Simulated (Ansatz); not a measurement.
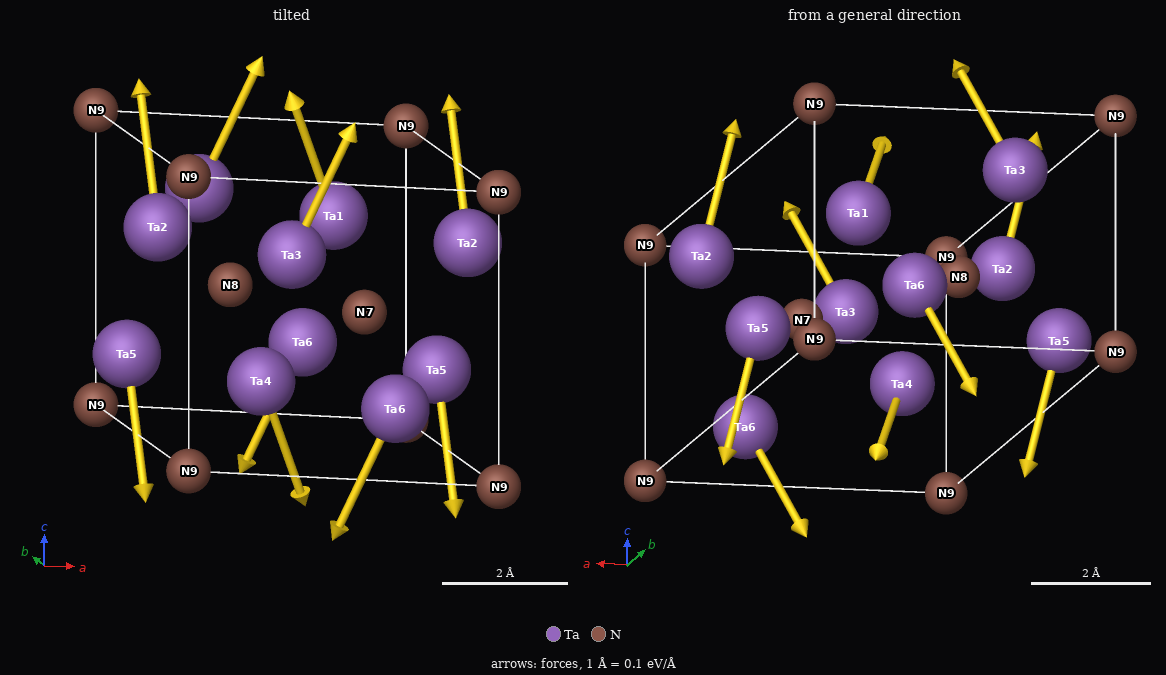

The crystal in a spheres-only representation, seen slightly off an axis and from a general direction. The wireframe shows the simulation cell. The arrows are the computed forces on the atoms.

System: Ta2N. Run with Ansatz, DFT PBEsol, scalar-relativistic, plane waves, PAW and these settings: plane-wave cutoff 420 eV, a 12×12×8 k-point grid, Gaussian smearing of 0.15 eV, no spin polarisation.

Does the picture show a structure at its energy minimum?

Answer. No. The atoms still feel forces of up to about 0.19 eV/Å, above a usual threshold of 0.01 to 0.03 eV/Å.

Origin of the cell: a structure listed in the Materials Project. The cell was then strained or its atoms displaced on purpose. Ansatz was used for an electronic-structure calculation on it.
